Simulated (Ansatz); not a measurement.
# Calculations on GaSb3

## 1. A change

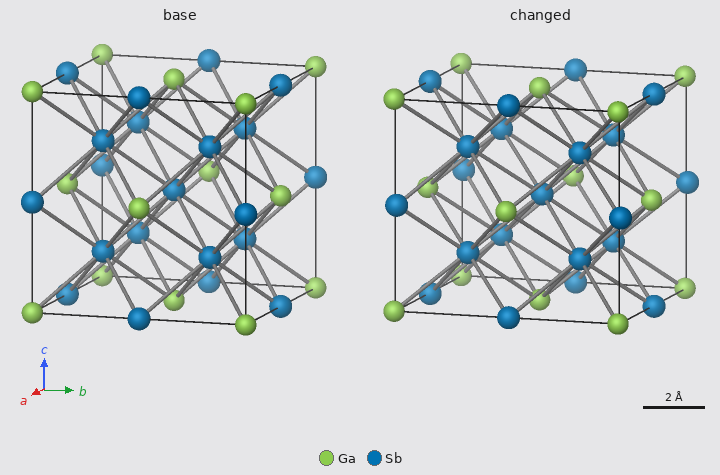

Left: a symmetric starting cell of GaSb3. Right: the same structure after one change, at the same scale. The picture is a ball-and-stick view of the conventional cell (4 times the calculation's cell), seen slightly off an axis. Lengths and directions refer to the drawn axes.

These are results of DFT PBE, scalar-relativistic, plane waves, PAW in Ansatz, not measurements. Settings: plane-wave cutoff 420 eV; k-point mesh 10 × 10 × 10; occupations gaussian; smearing width 0.1 eV; no spin polarisation.

What was changed?

Answer. The cell is strained by +4.9 % along b and −4.1 % across it (volume −3.5 %) and atoms are displaced by up to 0.05 Å (root mean square over those that move 0.04 Å) relative to the cell: Ga 0.04 Å along −b. No relaxation follows. The starting cell wasn't computed here and needn't be at equilibrium, so pressure and forces aren't due to the change alone.

And its effect?

Answer. Near-neighbour distances before and after: Sb–Sb 3.231 → 3.168 to 3.230 Å, Ga–Sb 3.231 → 3.175 to 3.222 Å. The space group (tolerance 0.01 Å) goes from Fm-3m (No. 225) to I4mm (No. 107). The pressure is 1.6 GPa (not all of it need come from the change, since the unchanged cell can be under pressure at this level too). The principal stresses (compression positive) are 0.1 GPa along b and 2.3 GPa across it. The largest force is 0.15 eV/Å, on a Sb atom. The forces mostly point back along the displacements (cosine −0.95).

## 2. A change

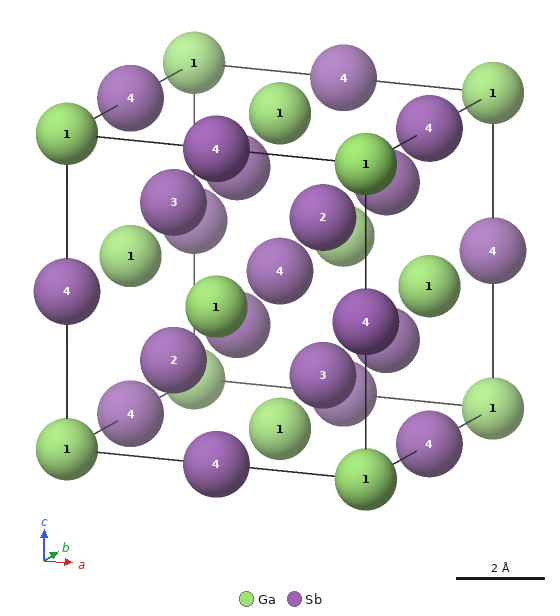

Reference structure: a symmetric starting cell of GaSb3. A spheres-only model of the conventional cell (4 times the calculation's cell), seen slightly off an axis. Lengths and directions refer to the drawn axes.

Computed with DFT PBE, scalar-relativistic, plane waves, PAW in Ansatz. (plane-wave cutoff 420 eV; k-point mesh 10 × 10 × 10; occupations gaussian; smearing width 0.1 eV; no spin polarisation)

Change: All lengths are scaled by −3.9 % (volume −11.3 %), the atoms keeping their fractional coordinates. No relaxation follows. The starting cell wasn't computed here and needn't be at equilibrium, so pressure and forces aren't due to the change alone.

What is the effect?

Answer. The pressure is 7.3 GPa (not all of it need come from the change, since the unchanged cell can be under pressure at this level too). All forces vanish by symmetry. Among the bonded contacts that change: Ga–Sb 3.231 → 3.104 Å, Sb–Sb 3.231 → 3.104 Å. The space group stays Fm-3m (No. 225).

The changed structure in the same view:

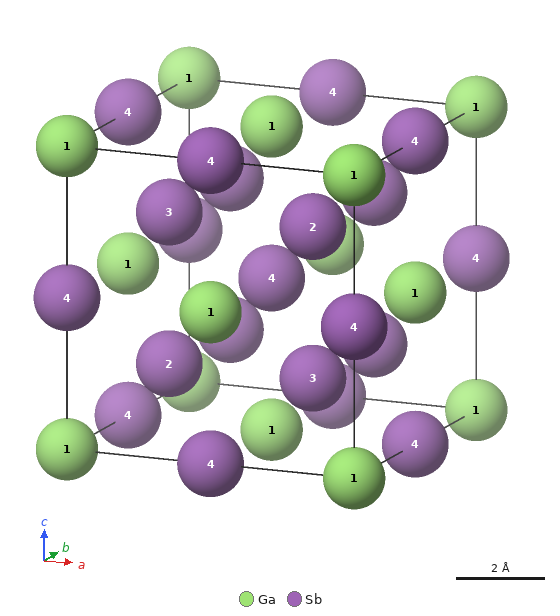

## 3. Distortion

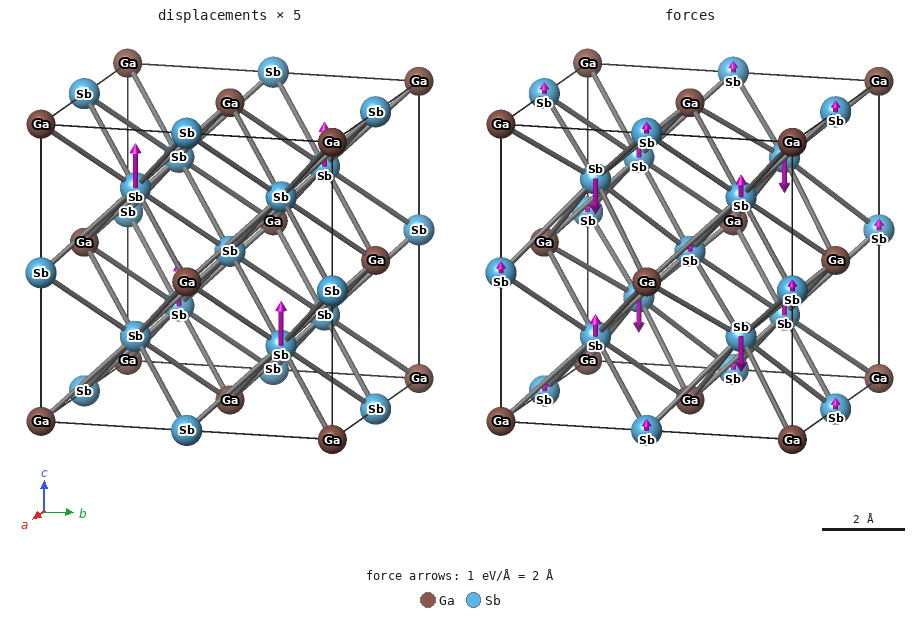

Left: a symmetric starting cell of GaSb$_{3}$, with purple arrows for the displacements applied to it. Right: the displaced structure with the computed forces. Style: ball-and-stick. Shown: the conventional cell (4 times the calculation's cell), slightly off an axis. Lengths and directions refer to the drawn axes.

Method: Ansatz 0.2.0, DFT PBE, scalar-relativistic, plane waves, PAW. Set-up: plane-wave cutoff 420 eV; k-point mesh 8 × 8 × 8; occupations gaussian; smearing width 0.1 eV; no spin polarisation.

Question: How do the forces relate to the distortion?

Answer: A single atom, Sb, is moved by 0.22 Å along +c. No relaxation follows. The starting cell wasn't computed here and needn't be at equilibrium, so pressure and forces aren't due to the change alone. The pressure is −0.3 GPa (not all of it need come from the change, since the unchanged cell can be under pressure at this level too). The principal stresses (compression positive) are 0.2 GPa along [1 1 0], −0.4 GPa along c, −0.8 GPa along [1 −1 0]. The largest force is 0.45 eV/Å, on a Sb atom. The forces mostly point back along the displacements (cosine −0.82). Among the bonded contacts that change: Ga–Sb 3.231 → 3.106 to 3.366 Å, Sb–Sb 3.231 → 3.106 to 3.366 Å. The space group (tolerance 0.01 Å) goes from Fm-3m (No. 225) to Imm2 (No. 44).

## 4. Distortion

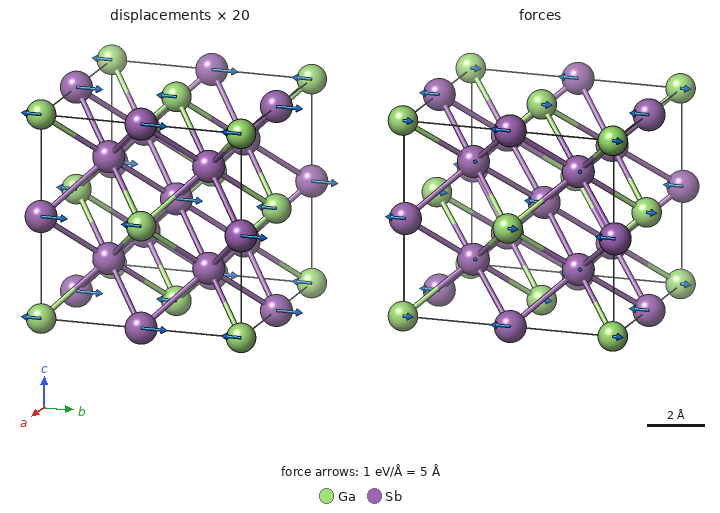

Left: a symmetric starting cell of GaSb3, with blue arrows for the displacements applied to it (without the part that the change of the cell carries along). Right: the displaced structure with the computed forces. Besides, the cell is strained by +4.9 % along b and −4.1 % across it (volume −3.5 %). Style: ball-and-stick. Shown: the conventional cell (4 times the calculation's cell), slightly off an axis. Lengths and directions refer to the drawn axes.

Method: Ansatz, DFT PBE, scalar-relativistic, plane waves, PAW. Settings: plane-wave cutoff 420 eV; k-point mesh 10 × 10 × 10; occupations gaussian; smearing width 0.1 eV; no spin polarisation.

### Describe the distortion and the response.

Atoms are displaced by up to 0.05 Å (root mean square over those that move 0.04 Å) relative to the cell: Ga 0.04 Å along −b. No relaxation follows. The starting cell wasn't computed here and needn't be at equilibrium, so pressure and forces aren't due to the change alone. Among the bonded contacts that change: Sb–Sb 3.231 → 3.168 to 3.230 Å, Ga–Sb 3.231 → 3.175 to 3.222 Å. The space group (tolerance 0.01 Å) goes from Fm-3m (No. 225) to I4mm (No. 107). The pressure is 1.6 GPa (not all of it need come from the change, since the unchanged cell can be under pressure at this level too). The principal stresses (compression positive) are 0.1 GPa along b and 2.3 GPa across it. The largest force is 0.15 eV/Å, on a Sb atom. The forces mostly point back along the displacements (cosine −0.95).
